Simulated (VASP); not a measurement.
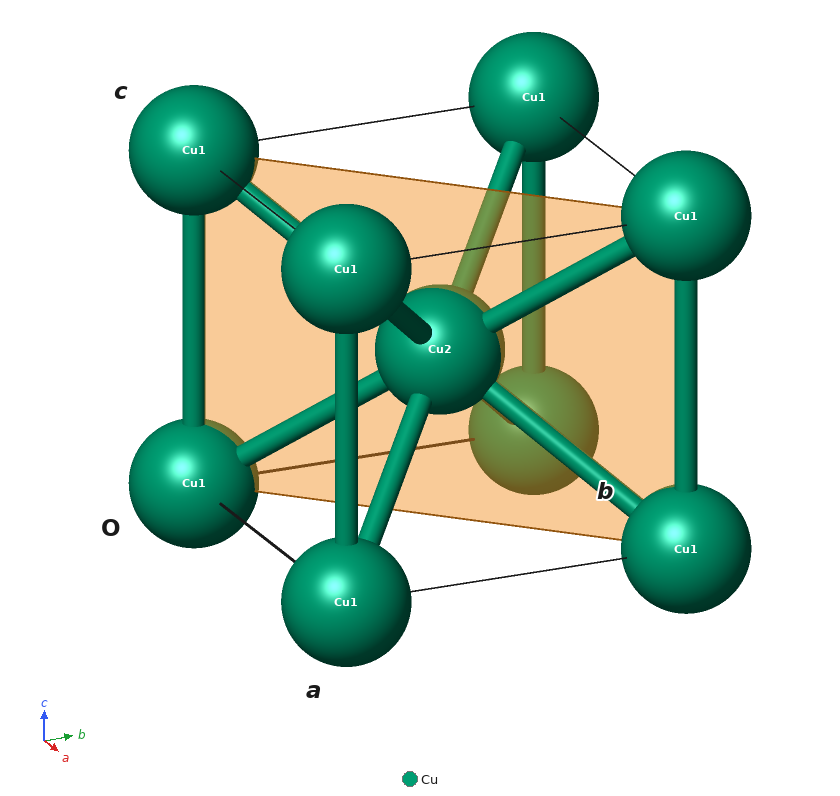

The shaded plane is a symmetry element of the crystal. Crystal: Cu, coordinates from a relaxation with VASP Kohn-Sham DFT of a periodic cell, TPSS, VASP PAW PBE potentials, recommended in VASP. All values are computed from the atomic coordinates in the standard setting (tolerance 0.002 Å).

a = 2.896 Å, b = 2.896 Å, c = 2.763 Å, α = 90.00°, β = 90.00°, γ = 90.00°.

| atom | x | y | z |
| --- | --- | --- | --- |
| Cu1 | 0.0000 | 0.0000 | 0.0000 |
| Cu2 | 0.5000 | 0.5000 | 0.5000 |

**Is it a mirror or a glide plane, and what is the operation?**

It is a mirror plane, parallel to (1 −1 0), through (1/2, 1/2, 1/2): x, y, z → y, x, z.

**Onto which atom does it carry each atom (up to whole multiples of a, b and c)?**

Cu1 → Cu1, Cu2 → Cu2.
